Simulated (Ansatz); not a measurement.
**Residual resistivity of an alloy: Mo(100) with 4 layers of random Mo-Ta, 2x2**

Aim: the residual resistivity of a random alloy, from Mo(100) with 4 layers of random Mo-Ta, 2x2 and longer regions.

Method: Ansatz plane-wave DFT, PBE, PAW files; ballistic transport by layer matching (Landauer), zero bias; PAW set soft_1, in Ansatz 0.2.0.

**1. The structure**

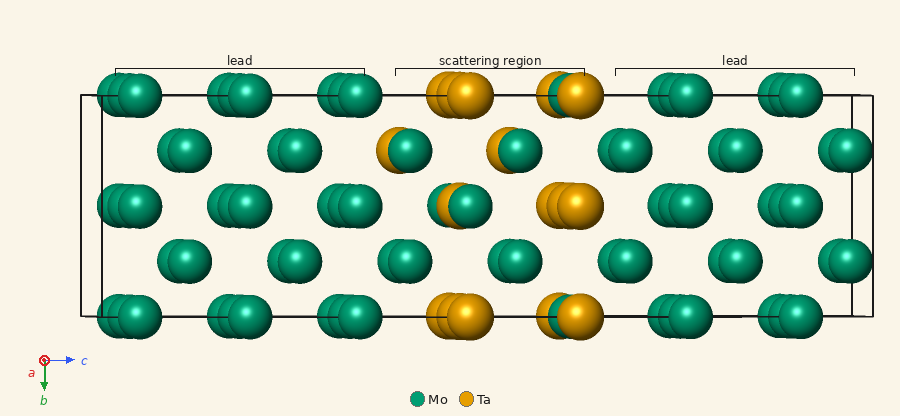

The starting structure, seen from the side, with the c axis across the page (molybdenum teal, tantalum orange). Some periodic images of atoms are drawn too.

The cell holds 56 atoms: 48 Mo and 8 Ta. Its edges and angles: a = 6.294 Å, b = 6.294 Å, c = 22.029 Å, α = 90.0°, β = 90.0°, γ = 90.0°. It derives from Mo. Regions: lead, 40 atoms (40 Mo); scattering region, 16 atoms (8 Ta and 8 Mo). The structure is stacked along c, and the current runs across the ab planes.

**2. With 4 alloy layers**

In 4 layers a share of 0.5 of the sites is given to Ta at random. The layers about the cell's end stay perfect and serve as the lead. Disorder leaves little or no symmetry, which makes such runs dear. Energies from -0.05 to 0.05 eV in steps of 0.05 eV are too few for the program's thermal sum, so it prints no conductance; for a metal the transmission near the Fermi level serves, at a fraction of the cost.

input.yaml

```yaml
crystal:
  lattice:
    - [6.294, 0.0, 0.0]
    - [0.0, 6.294, 0.0]
    - [0.0, 0.0, 22.029]
  atoms:
    - { symbol: Mo, position: [0.0, 0.0, 0.0357142857] }
    - { symbol: Mo, position: [0.0, 0.5, 0.0357142857] }
    - { symbol: Mo, position: [0.5, 0.0, 0.0357142857] }
    - { symbol: Mo, position: [0.5, 0.5, 0.0357142857] }
    - { symbol: Mo, position: [0.25, 0.25, 0.1071428571] }
    - { symbol: Mo, position: [0.25, 0.75, 0.1071428571] }
    - { symbol: Mo, position: [0.75, 0.25, 0.1071428571] }
    - { symbol: Mo, position: [0.75, 0.75, 0.1071428571] }
    - { symbol: Mo, position: [0.0, 0.0, 0.1785714286] }
    - { symbol: Mo, position: [0.0, 0.5, 0.1785714286] }
    - { symbol: Mo, position: [0.5, 0.0, 0.1785714286] }
    - { symbol: Mo, position: [0.5, 0.5, 0.1785714286] }
    - { symbol: Mo, position: [0.25, 0.25, 0.25] }
    - { symbol: Mo, position: [0.25, 0.75, 0.25] }
    - { symbol: Mo, position: [0.75, 0.25, 0.25] }
    - { symbol: Mo, position: [0.75, 0.75, 0.25] }
    - { symbol: Mo, position: [0.0, 0.0, 0.3214285714] }
    - { symbol: Mo, position: [0.0, 0.5, 0.3214285714] }
    - { symbol: Mo, position: [0.5, 0.0, 0.3214285714] }
    - { symbol: Mo, position: [0.5, 0.5, 0.3214285714] }
    - { symbol: Ta, position: [0.25, 0.25, 0.3928571429] }
    - { symbol: Mo, position: [0.25, 0.75, 0.3928571429] }
    - { symbol: Mo, position: [0.75, 0.25, 0.3928571429] }
    - { symbol: Mo, position: [0.75, 0.75, 0.3928571429] }
    - { symbol: Ta, position: [0.0, 0.0, 0.4642857143] }
    - { symbol: Mo, position: [0.0, 0.5, 0.4642857143] }
    - { symbol: Ta, position: [0.5, 0.0, 0.4642857143] }
    - { symbol: Ta, position: [0.5, 0.5, 0.4642857143] }
    - { symbol: Ta, position: [0.25, 0.25, 0.5357142857] }
    - { symbol: Mo, position: [0.25, 0.75, 0.5357142857] }
    - { symbol: Mo, position: [0.75, 0.25, 0.5357142857] }
    - { symbol: Mo, position: [0.75, 0.75, 0.5357142857] }
    - { symbol: Ta, position: [0.0, 0.0, 0.6071428571] }
    - { symbol: Ta, position: [0.0, 0.5, 0.6071428571] }
    - { symbol: Mo, position: [0.5, 0.0, 0.6071428571] }
    - { symbol: Ta, position: [0.5, 0.5, 0.6071428571] }
    - { symbol: Mo, position: [0.25, 0.25, 0.6785714286] }
    - { symbol: Mo, position: [0.25, 0.75, 0.6785714286] }
    - { symbol: Mo, position: [0.75, 0.25, 0.6785714286] }
    - { symbol: Mo, position: [0.75, 0.75, 0.6785714286] }
    - { symbol: Mo, position: [0.0, 0.0, 0.75] }
    - { symbol: Mo, position: [0.0, 0.5, 0.75] }
    - { symbol: Mo, position: [0.5, 0.0, 0.75] }
    - { symbol: Mo, position: [0.5, 0.5, 0.75] }
    - { symbol: Mo, position: [0.25, 0.25, 0.8214285714] }
    - { symbol: Mo, position: [0.25, 0.75, 0.8214285714] }
    - { symbol: Mo, position: [0.75, 0.25, 0.8214285714] }
    - { symbol: Mo, position: [0.75, 0.75, 0.8214285714] }
    - { symbol: Mo, position: [0.0, 0.0, 0.8928571429] }
    - { symbol: Mo, position: [0.0, 0.5, 0.8928571429] }
    - { symbol: Mo, position: [0.5, 0.0, 0.8928571429] }
    - { symbol: Mo, position: [0.5, 0.5, 0.8928571429] }
    - { symbol: Mo, position: [0.25, 0.25, 0.9642857143] }
    - { symbol: Mo, position: [0.25, 0.75, 0.9642857143] }
    - { symbol: Mo, position: [0.75, 0.25, 0.9642857143] }
    - { symbol: Mo, position: [0.75, 0.75, 0.9642857143] }
kpoints:
  mp_grid: { grid: [4, 4, 1] }
hamiltonian:
  xc: pbe
  pseudopotentials: { kind: paw, azcp: { folder: soft_1 } }
scf:
  occupations: { method: fermi_dirac, width: 0.1 }
output:
  transmission: { leads: [[0, 4]], kmesh: [8, 8], e_range: [-0.05, 0.05], de: 0.05 }
  write_potential: true
  write_density: true
  volumetric_format: npy
```

Command:

```console
$ ansatz run input.yaml --threads 4 --pin off --max-ram 15360MiB --backend cpu --events-out ev --progress --plain --runs-dir out
```

Numbers of over 12 decimals in the logs are rounded to 6 here.

Log:

```text
Engine: ansatz 0.2.0, aarch64-unknown-linux-gnu
Pseudopotentials: kind: paw
Pseudopotential: Mo, paw, valence charge 14, recommended cutoff 420 eV (normal), soft_1/Mo.paw.azcp
Pseudopotential: Ta, paw, valence charge 13, recommended cutoff 420 eV (normal), soft_1/Ta.paw.azcp
Functional definition: PBE
  parameter kappa = 0.804
  parameter beta = 0.066725
  exchange = pbe_x(kappa = kappa, mu = beta*pi^2/3)
  correlation = pbe_c(beta = beta)
Crystal: 56 atoms, lattice volume = 872.666 Å³
Basis set: ecut = 420 eV, 17109 PW (Γ)
Bands: 466, of which v1, the nominal top of the filled ones, is band 388 counted from 1 (387 counted from 0)
Symmetry: 2 space group operations
Space group: Cm (ITA 8), of the structure as read, at distance tolerance 9.6e-5 Å
k-points: 7 of 16 (time reversal used)
Non-local potential: Mo, projectors of the file, l = 0: 3, l = 1: 2, l = 2: 2, l = 3: 1
Non-local potential: Ta, projectors of the file, l = 0: 3, l = 1: 2, l = 2: 2, l = 3: 1
PAW form: soft (Blöchl's): semilocal exchange-correlation on the pseudo side does not see the compensation charge
PAW one-centre angular grid: Mo, 590 points (default); XC on 64 Gauss nodes
PAW one-centre angular grid: Ta, 590 points (default); XC on 64 Gauss nodes
Initial density: superposition of atomic densities (chi_scale 0.1, normalization cell, long waves of neutral atoms (reshape's long-wave potential 9.38 eV rms, cloud 3.24 Å wide))
Initial wavefunctions: pseudopotential atomic-orbital guess
Functional: x = pbe(κ = 0.804, μ = 0.219515), c = pbe(β = 0.066725)
SCF iter   1: F=—  HF=-317466.253279 eV  |F-HF|=—  |Δ(HF+E_count)|=         —  Δρ=1.61e-1  dr2=2.87e3  ethr=3.10e-3  ⟨swp⟩=5.0  Hψ=12329  notcnv=0
preconditioner: auto → Kerker (q_TF=auto, 2.675 Å⁻¹)  [metal: Δε(μ)=0.055 eV  Ē_g=4.842 eV  σ=0.100 eV  W_gap=0.14  n_scr=286 (ndim 8)  ℏωp=22.8 eV  f_vac=0.000  D(μ)=36.77/eV (n_scr^D=302)]
SCF iter   2: F=—  HF=-317397.380049 eV  |F-HF|=—  |Δ(HF+E_count)|=    6.89e1  Δρ=9.15e-2  dr2=1.17e3  ethr=3.10e-3  ⟨swp⟩=3.0  Hψ=6801  notcnv=0  defer=4
SCF iter   3: F=—  HF=-317361.404576 eV  |F-HF|=—  |Δ(HF+E_count)|=    3.60e1  Δρ=2.09e-2  dr2=1.22e2  ethr=3.10e-3  ⟨swp⟩=3.0  Hψ=7188  notcnv=0
SCF iter   4: F=—  HF=-317358.825838 eV  |F-HF|=—  |Δ(HF+E_count)|=    2.58e0  Δρ=7.25e-3  dr2=2.92e0  ethr=3.10e-3  ⟨swp⟩=2.4  Hψ=4051  notcnv=0
SCF iter   5: F=—  HF=-317358.791524 eV  |F-HF|=—  |Δ(HF+E_count)|=   3.43e-2  Δρ=2.82e-3  dr2=2.29e0  ethr=3.76e-4  ⟨swp⟩=2.1  Hψ=3923  notcnv=0
SCF iter   6: F=—  HF=-317358.750225 eV  |F-HF|=—  |Δ(HF+E_count)|=   4.13e-2  Δρ=6.58e-4  dr2=5.32e-2  ethr=2.95e-4  ⟨swp⟩=1.0  Hψ=3262  notcnv=0
SCF iter   7: F=—  HF=-317358.748946 eV  |F-HF|=—  |Δ(HF+E_count)|=   1.28e-3  Δρ=1.93e-4  dr2=2.22e-3  ethr=6.86e-6  ⟨swp⟩=1.3  Hψ=3805  notcnv=0
SCF iter   8: F=—  HF=-317358.748874 eV  |F-HF|=—  |Δ(HF+E_count)|=   7.15e-5  Δρ=3.43e-5  dr2=3.81e-5  ethr=2.87e-7  ⟨swp⟩=2.0  Hψ=4434  notcnv=0
SCF iter   9: F=—  HF=-317358.747998 eV  |F-HF|=—  |Δ(HF+E_count)|=   8.76e-4  Δρ=6.24e-6  dr2=2.84e-6  ethr=4.91e-9  ⟨swp⟩=2.0  Hψ=4447  notcnv=0
SCF iter  10: F=—  HF=-317358.747998 eV  |F-HF|=—  |Δ(HF+E_count)|=   1.49e-7  Δρ=1.58e-6  dr2=4.64e-7  ethr=3.66e-10  ⟨swp⟩=2.0  Hψ=3508  notcnv=0
SCF iter  11: F=-317358.747998 eV  HF=-317358.747998 eV  |F-HF|=1.76e-8  |Δ(HF+E_count)|=   6.05e-9  Δρ=3.72e-7  dr2=1.83e-8  ethr=1.29e-11  ⟨swp⟩=7.1  Hψ=8080  notcnv=0
SCF 1 converged in 11 iterations: F = -317358.747998 eV  dr2 = 1.83e-8
  greatest PAW one-centre occupation: 0.999 electrons in one spin orbital (limit 2), on the Ta atom at site 33 (counted from 0), in its partial waves of l = 0
transmission: 90 of 882 steps passed
transmission: 177 of 882 steps passed
[...]
transmission: 882 of 882 steps passed
SCF converged after 11 iterations
Free energy (F): -317358.747998 eV
Harris-Foulkes:  -317358.747998 eV  (|F-HF|=1.76e-8)
Internal energy: -317357.769487 eV  (E = F + TS)
E sigma→0 (E₀):  -317358.258743 eV
Entropy (-TS):   -0.978511 eV (-17.473 meV/atom)
Fermi energy:    21.230764 eV
--- Per-component energies (eV) ---
  E_band       = -3088.890632
  E_kinetic    = 23481.764739
  E_local      = -40904.789737  (includes V_loc(G=0)·N_el)
  E_nonlocal   = 7027.036919
  E_hartree    = 14131.305852
  E_xc         = -11059.119487
  E_vxc        = -12455.303818  (∫ρ·V_xc dr)
  E_paw        = -220609.665474  (= ΣΔE_a)
  E_vpaw       = -8500.218500  (= ΣTr[D̂ρ^β])
  E_aug_tail   = 0.003034  (compensation charges beyond the density's cutoff)
  E_ewald      = -89424.305332
  E_smearing   = -0.978511  (= −TS)
  E_closure    = -0.000000  (closes the sum)
  Σ components = -317358.747998   (vs F -317358.747998, Δ=0.00e0)
--- Band table (eV; the first three rows and the last of 7) ---
  k-point 0: bands = [... 384 lower, 21.3138, 21.3239, 21.3871, 21.4070, 21.4447, 21.4467, 21.4644, 21.4710, ... 74 higher]
  k-point 1: bands = [... 384 lower, 21.2617, 21.2853, 21.4050, 21.4578, 21.4612, 21.4800, 21.5011, 21.5073, ... 74 higher]
  k-point 2: bands = [... 384 lower, 20.7650, 20.8393, 20.8546, 20.8945, 21.4361, 21.4539, 21.5217, 21.5285, ... 74 higher]
  k-point 6: bands = [... 384 lower, 19.9191, 19.9519, 19.9805, 20.1506, 20.6610, 20.7518, 20.7927, 20.8908, ... 74 higher]
--- Transmission ---
  basis      : 349 plane waves across, 42 finite elements along
  points     : 21, standing for a mesh of 8 x 8
  energies   : 3 from -0.050000 to 0.050000 eV about the Fermi level, 0.050000 eV apart; the leads are filled to 0.000000 eV, and channels, transmission and decay are at 0.000000 eV
  crystal 0  : Mo4, at the sites [0, 4], period 1.5735 Å, over 15.73 Å; its Hamiltonian steps by up to 7.0 meV
    offset         : up to 0.0000 Å between an atom of the period and one for which it stands
    channels       : 6.781250e0 a spin
    conductance    : none, the energies end too early or step too widely for 300 K: set another output.transmission.e_range or a lower de, or, where they end at an eighth of basis.ecutwfc, a higher one
    slowest decay  : 0.0498 /Å at (0.5000, 0.3750)
  junction   : crystal 0 to crystal 0, 0.70 to 21.15 Å
    transmission   : 4.239685e0 a spin
    conductance    : none, the energies end too early or step too widely for 300 K: set another output.transmission.e_range or a lower de, or, where they end at an eighth of basis.ecutwfc, a higher one
```

Elapsed: 8.1 min, on 4 threads of Arm Neoverse V1, shared host; peak memory 7.5 GiB.

Numbers from this step:

```
free energy                                    : -317358.7480 eV
energy at zero smearing                        : -317358.2587 eV
Fermi energy                                   : 21.23 eV
cell area                                      : 39.61 Å²
transmission per spin nearest the Fermi level  : 4.240
open channels per spin nearest the Fermi level : 6.781
step of the lead's potential                   : 7 meV
```

Per spin. Table of transmission, zone mean by energy, zero at the Fermi level:

```tsv
energy (eV)	transmission, zone mean
-0.0500	4.31
0.0000	4.24
0.0500	4.18
```

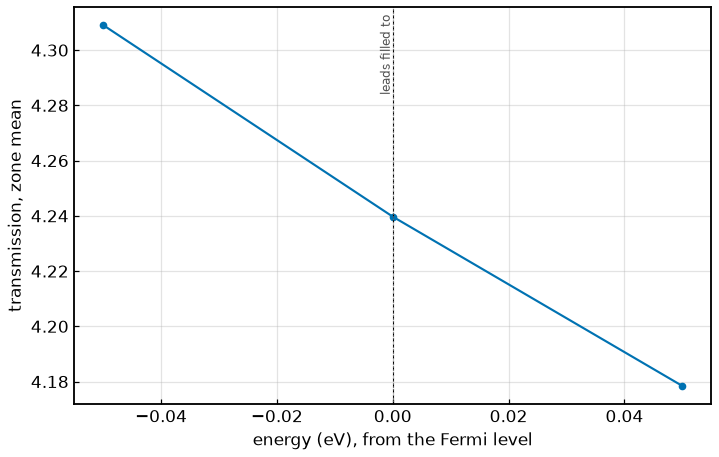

Transmission, zone mean against energy.

Per spin. Table of open channels, zone mean, lead by energy, zero at the Fermi level:

```tsv
energy (eV)	open channels, zone mean, lead
-0.0500	6.59
0.0000	6.78
0.0500	6.84
```

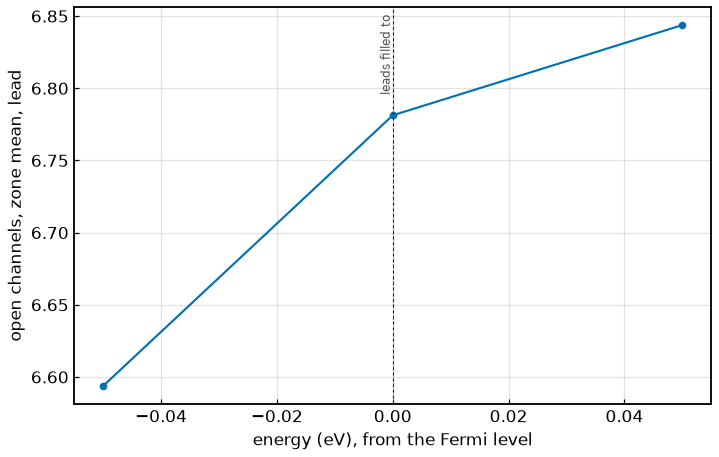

Open channels, zone mean, lead against energy.

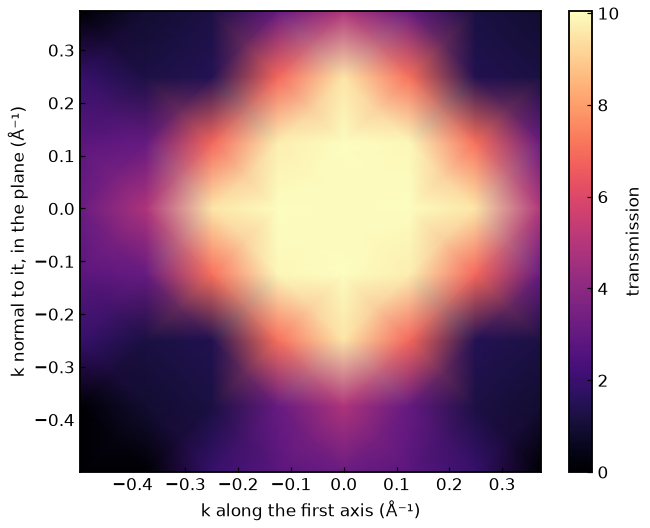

Transmission over k1 and k2. At 0.0000 eV from the Fermi level.

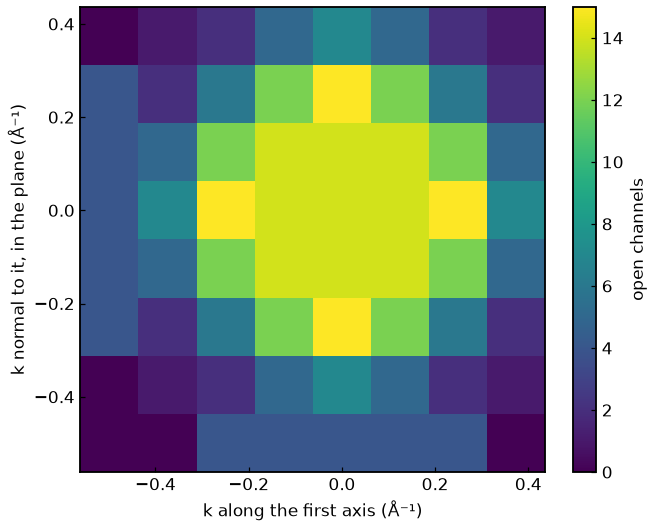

Open channels over k1 and k2. At 0.0000 eV from the Fermi level.

Over the solved energies the transmission per spin lies between 4.18 and 4.31, out of 6.74 channels of the lead on average (up to 6.84).

(Part 1 of 2 ends here.)

[Logs are printed without paths, hosts, clocks, repeated set-up lines and the standing remarks that a program may print on its own settings, such as how far it seeks lower states.]

[Hosts, paths, dates, database ids (printed as entryN), source tags and the programs' standing remarks are cut or masked in the printed files.]
